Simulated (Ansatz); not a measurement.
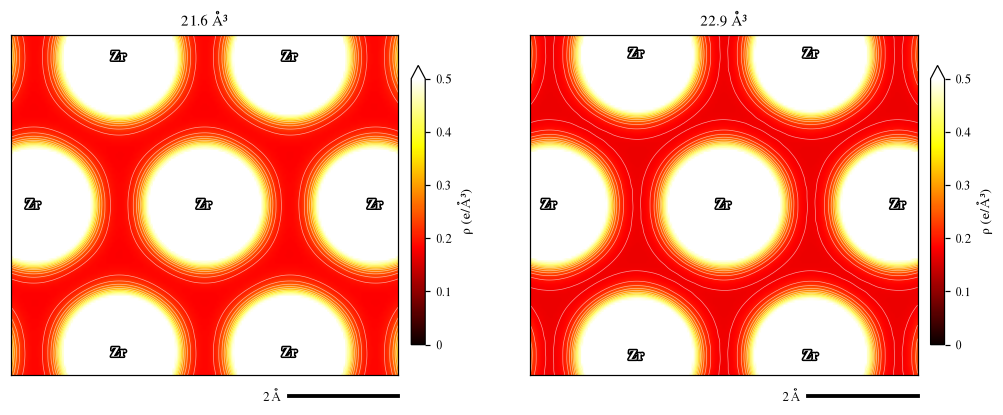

Zr. The valence electron density of cells scaled evenly to different volumes (given per atom above each panel), on the (100) plane of each (indices in the axes of the cell below), at one length scale and on one colour scale.

Level of theory: Ansatz 0.2.0, DFT, PBE, PAW with Ansatz's default frozen-core files, scalar-relativistic.

In a PAW calculation such maps are meaningful between the atoms, not at the nuclei.

The largest cell:

```
Zr
1.0
     0.00000    2.25500    2.25500
     2.25500    0.00000    2.25500
     2.25500    2.25500    0.00000
Zr
1
Cartesian
  0.0000 0.0000 0.0000
```

| volume (Å³/atom) | Zr–Zr contact in the plane (Å) | ρ at its midpoint (e/Å³) | pressure (GPa) | 
| --- | --- | --- | --- |
| 21.57 | 3.125 | 0.187 | 7.3 | 
| 22.47 | 3.168 | ? | ? | 
| 22.93 | 3.189 | 0.173 | 1.2 | 

### Estimate the missing row, and compare with the calculation.

Over the known rows ln ρ falls by 1.22 per Å of Zr–Zr distance (the line through the two), which gives 0.177 e/Å³ at 3.168 Å; the calculation gives 0.177 e/Å³. For the pressure, a straight line in volume between the neighbouring rows gives 3.3 GPa; the calculation gives 3.1.
